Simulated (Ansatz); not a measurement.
Co. A set of calculations on one system.

Space group P-3m1; the calculation finds a residual pressure of about −3 GPa at this fixed cell; spin-polarised. Net moment 3.6 μB in the 2-atom cell of the calculation; other magnetic orders weren't tried. r2SCAN tends to overestimate the moments of metals. This isn't the usual form at ambient conditions. The cell comes from a database of computed structures, not from a measurement.

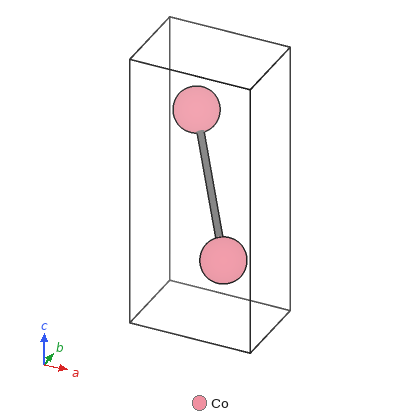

The conventional cell.

```yaml
crystal:
  lattice:
    - [2.48736, 0.00000, 0.00000]
    - [-1.24368, 2.15412, 0.00000]
    - [0.00000, 0.00000, 4.06329]
  atoms:
    - { symbol: Co, position: [0.66667, 0.33333, 0.25986] }
    - { symbol: Co, position: [0.33333, 0.66667, 0.74014] }
```

Method: Ansatz, DFT r2SCAN, scalar-relativistic, plane waves, PAW.

Core electrons are frozen (PAW), so the maps are meaningful between the atoms, not at the nuclei.

## 1. Bonding charge

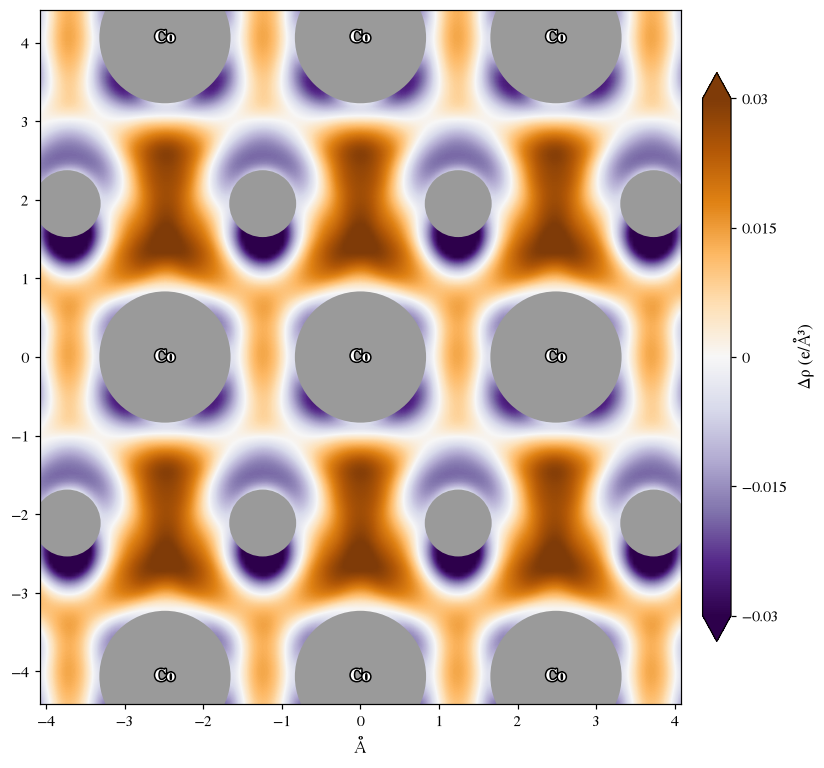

*Density of the crystal less the sum of free-atom densities: a map on the (100) plane of the conventional cell, with grey discs over the atomic cores. Cores are masked to 0.8 Å (Co).*

> Where does charge go when the atoms form this crystal?

Co–Co (2.42 Å): Δρ is +0.03 e/Å³ at the midpoint.
Over the whole cell, outside the masked cores, the largest gain, 0.03 e/Å³, lies 1.4 Å from a cobalt nucleus, and the largest loss lies at the edge of the masked core of Co.
The rearranged charge, half the integral of |Δρ|, is about 0.09 e an atom.

## 2. One group of states

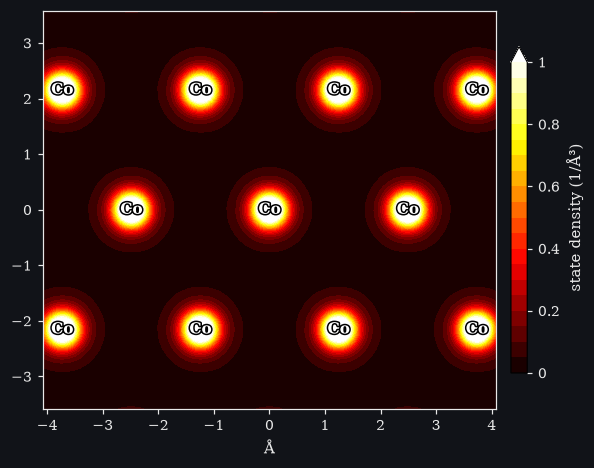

Density of the Kohn–Sham states from −0.25 to +0.25 eV about the Fermi level (the states at the Fermi level), scaled to one electron a cell: a map on the (001) plane of the conventional cell.

> Describe these states.

Projected on a minimal set of atomic orbitals (Löwdin), they are Co 3d (85 %) and Co 4s (15 %).
- Its net spin polarisation is −39 % (up less down).
- Little of the density lies between the atoms' surroundings.

## 3. Change of volume

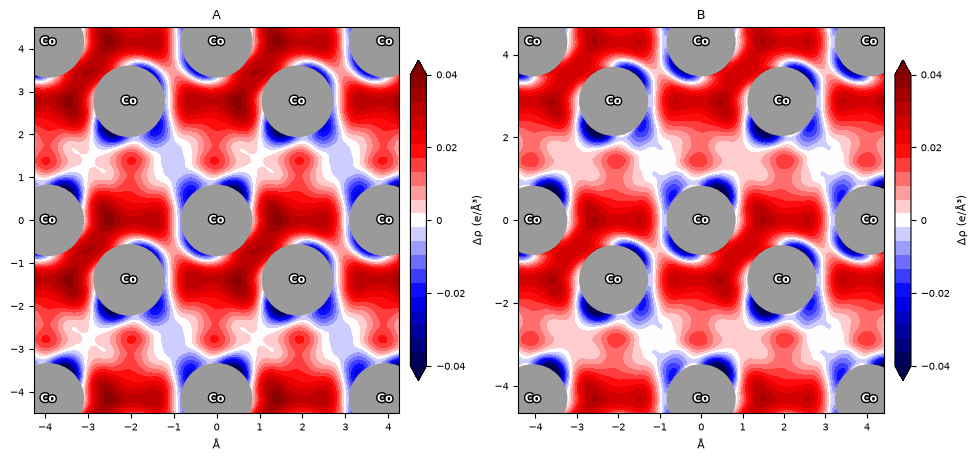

Co: deformation density on the (110) plane of the conventional cell at two volumes, with the same fractional coordinates and one colour scale. Grey discs cover the cores. Panel A has 90 % of the volume of panel B.

> What changes between the database cell and the scaled one?

From B to A, Co–Co goes from 2.42 to 2.34 Å, and Δρ at its midpoint from +0.026 to +0.032 e/Å³.
The pressure is −3 GPa in B and 24 GPa in A.
The rearranged charge is 0.09 e an atom in B and 0.07 e in A.
The net moment is 3.56 μB a cell in B and 3.35 μB in A.
The scaled cell isn't relaxed: forces reach 0.6 eV/Å.

## 4. Moving an atom

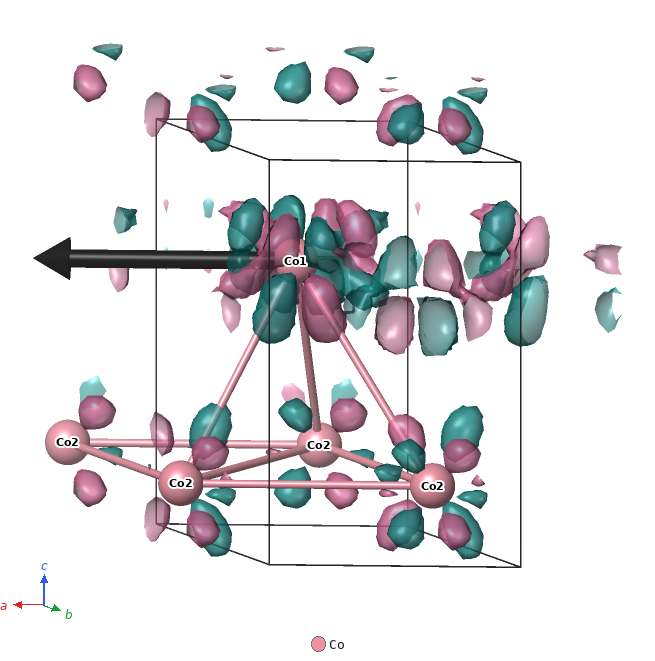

Co1 was moved by 0.15 Å along [1 0 0] in the axes of the cell drawn (arrow, not to scale). Change of the density less the rigid motion of the neutral atom's own density: teal surfaces at +0.02 and pink ones at −0.02 e/Å³, in the cell of the calculation (origin moved) seen at an oblique angle.

> How do the electrons respond beyond following the atom?

About 0.07 e is rearranged in the cell. Outside the cores the largest gain lies at the edge of the masked core of Co, and the largest loss lies there too, on other sides.

> What restoring force does the calculation give for this move?

The force on it changes by 0.34 eV/Å along the move, against it: a stiffness of about 2.3 eV/Å² for this sublattice shift.

## 5. Putting it together

The two pressures give a mean stiffness −ΔP/Δln V of about 257 GPa over this range, with the atoms held at their fractional positions.

Run times: 13 s (base cell), 3.4 s (state densities), 11 s (scaled cell) and 49 s (moved atom), on 2 threads of AMD EPYC 9R45 (Zen 5), on a shared host.
